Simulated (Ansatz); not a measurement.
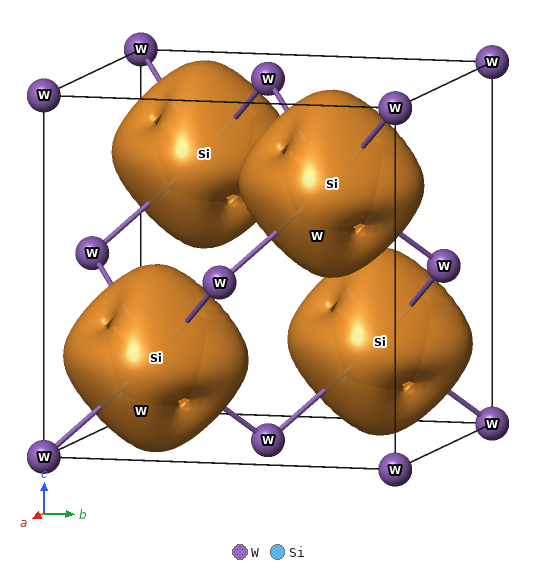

SiW. Isosurface of the ELF at 0.6 (orange), seen slightly off an axis. Only the valence region is drawn (cores and ρ < 0.01 e/Å³ removed). Sticks mark near contacts.

Space group F-43m; started from the zinc blende prototype, which need not be the ambient phase.

These are results of Ansatz 0.2.0, DFT PBE, scalar-relativistic, plane waves, PAW, not measurements.

The calculation's input:

```
crystal:
  lattice:
    - [0.0, 2.7905894985, 2.7905894985]
    - [2.7905894985, 0.0, 2.7905894985]
    - [2.7905894985, 2.7905894985, 0.0]
  atoms:
    - { symbol: W, position: [0.0, 0.0, 0.0] }
    - { symbol: Si, position: [0.25, 0.25, 0.25] }
basis:
  ecutwfc: 420
kpoints:
  mp_grid: { grid: [14, 14, 14] }
hamiltonian:
  xc: pbe
scf:
  occupations: { method: gaussian, width: 0.1 }
output:
  forces: true
  stress: true
  eigenvalues: true
  write_density: true
  write_potential: true
  elf: true
  volumetric_format: npy
relax:
  adjacent_minimum: "off"
  f_tol: 0.01
  max_steps: 80
  cell: { stress_tol: 0.05 }
```

Run with:

```sh
ansatz run input.yaml --threads 1 --pin off --max-ram 2560MiB --backend cpu --events-out ev --progress --plain --runs-dir out
```

Below, planes, directions and counts refer to the conventional cell (a = 5.58 Å, b = 5.58 Å, c = 5.58 Å, α = 90.00°, β = 90.00°, γ = 90.00°).

The fields are those of the run's last geometry, not of the input's.

### Identify the bonds, lone pairs and shells in this picture.

The ELF exceeds this value in four regions wrapped around Si (the valence shell of each), counted in one cell of 8 atoms. Regions shared between cells count once. Along the contacts the grid gives the following. Si–W (2.42 Å): the ELF peaks at about 0.80 in the valence shell of Si, 0.9 Å from its nucleus, and is about 0.60 at the midpoint.

### Does the calculation make it a metal, or give it a gap?

It is metallic or semimetallic at this level of theory: no gap opens.
